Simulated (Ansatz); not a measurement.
Structure of TaN:

```cif
data_structure
_symmetry_space_group_name_H-M 'P6_3/mmc'
_symmetry_Int_Tables_number 194
_cell_length_a 2.9826
_cell_length_b 2.9826
_cell_length_c 11.1974
_cell_angle_alpha 90.000
_cell_angle_beta 90.000
_cell_angle_gamma 120.000
_cell_volume 86.27
loop_
_atom_site_label
_atom_site_type_symbol
_atom_site_symmetry_multiplicity
_atom_site_Wyckoff_symbol
_atom_site_fract_x
_atom_site_fract_y
_atom_site_fract_z
_atom_site_occupancy
Ta1 Ta 2 a 0.00000 0.00000 0.00000 1
N1 N 4 f 0.66667 0.33333 0.12906 1
Ta2 Ta 2 c 0.33333 0.66667 0.25000 1
```

It is based on coordinates from a relaxation with DFT PBE, scalar-relativistic, plane waves, PAW (Ansatz); the starting structure was generated, so it need not be a known form of this composition.

Where will the first 2 clear peaks of its X-ray PDF lie (peak width σ = 0.08 Å), and from which pairs do they come?

1. 2.22 Å: Ta–N at 2.19–2.25 Å
2. 2.98 Å: Ta–Ta at 2.98 Å

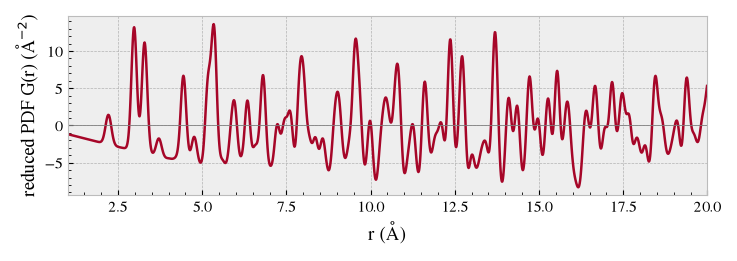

The curve is a calculated X-ray PDF: distances of the static structure, each pair weighted by the product of the atomic numbers (X-ray weights at Q = 0), broadened by Gaussians with σ = 0.08 Å, damped by exp(−(Q_damp r)²/2) with Q_damp = 0.060 Å⁻¹. No termination ripples are included.
